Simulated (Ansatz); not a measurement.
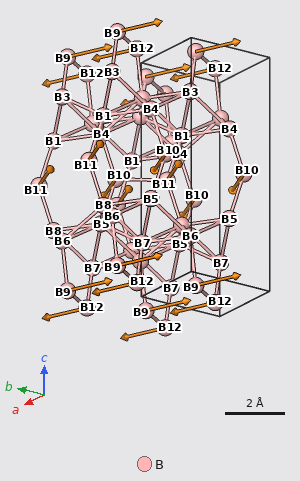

This is a relaxation of a crystal of B (a generated structure, set up in Pnnm) (coarse preliminary run). The starting structure is drawn; orange arrows show the displacements (the part carried along by the change of the cell is left out), 50 times their true length.

Style: ball-and-stick. Shown: the cell of the calculation, repeated 2 × 2 × 1 with one cell outlined, from a free direction.

All numbers below come from DFT PBE, scalar-relativistic, plane waves, PAW in Ansatz.

The input:
```yaml
crystal:
  lattice:
    - [2.9577394661, 0.0, 0.0]
    - [0.0, 3.2899112732, 0.0]
    - [0.0, 0.0, 8.5874020246]
  atoms:
    - { symbol: B, position: [0.7485430926, 0.6465978885, 0.691603639] }
    - { symbol: B, position: [0.7514569074, 0.1465978885, 0.808396361] }
    - { symbol: B, position: [0.2485430926, 0.8534021115, 0.808396361] }
    - { symbol: B, position: [0.2514569074, 0.3534021115, 0.691603639] }
    - { symbol: B, position: [0.2514569074, 0.3534021115, 0.308396361] }
    - { symbol: B, position: [0.2485430926, 0.8534021115, 0.191603639] }
    - { symbol: B, position: [0.7514569074, 0.1465978885, 0.191603639] }
    - { symbol: B, position: [0.7485430926, 0.6465978885, 0.308396361] }
    - { symbol: B, position: [0.3389775259, 0.7265391801, 0.0] }
    - { symbol: B, position: [0.1610224741, 0.2265391801, 0.5] }
    - { symbol: B, position: [0.8389775259, 0.7734608199, 0.5] }
    - { symbol: B, position: [0.6610224741, 0.2734608199, 0.0] }
basis:
  ecutwfc: 420
kpoints:
  mp_grid: { grid: [6, 6, 2] }
hamiltonian:
  xc: pbe
scf:
  occupations: { method: gaussian, width: 0.1 }
  lower_state_search: "off"
output:
  forces: true
  stress: true
  eigenvalues: true
relax:
  adjacent_minimum: "off"
  f_tol: 0.04
  max_steps: 70
  cell: { stress_tol: 0.4 }
```

Command:
```bash
ansatz run input.yaml --threads 1 --pin off --max-ram 2560MiB --backend cpu --events-out ev --progress --plain --runs-dir out
```

**Describe the change and its energy.**

The largest moves relative to the cell, 0.037 Å, are those of B9, B10, B11 and B12. B12 goes along [3 1 0]. The volume changes by −0.5 %, with a 2.958 → 2.941 Å (−0.6 %), b 3.290 → 3.287 Å (−0.1 %), c 8.587 → 8.598 Å (+0.1 %). Among the contacts that change: B10–B11 1.769 → 1.781 Å, B1–B3 1.912 → 1.904 Å. The space group stays Pnnm (No. 58). Over 4 accepted moves (5 points after the start) the energy falls by 0.9 meV per atom. Largest force component: 0.1 eV/Å at the start, 0.019 eV/Å at the end. The pressure goes from −0.37 to 0.06 GPa. The SCF was repeated once at an unchanged geometry on a basis and grid sized afresh for the cell, which shifted the energy by 0.1 meV per atom at most. The run took 26 s on 1 thread of Arm Neoverse V1, on a shared host, peak memory 0.35 GiB.
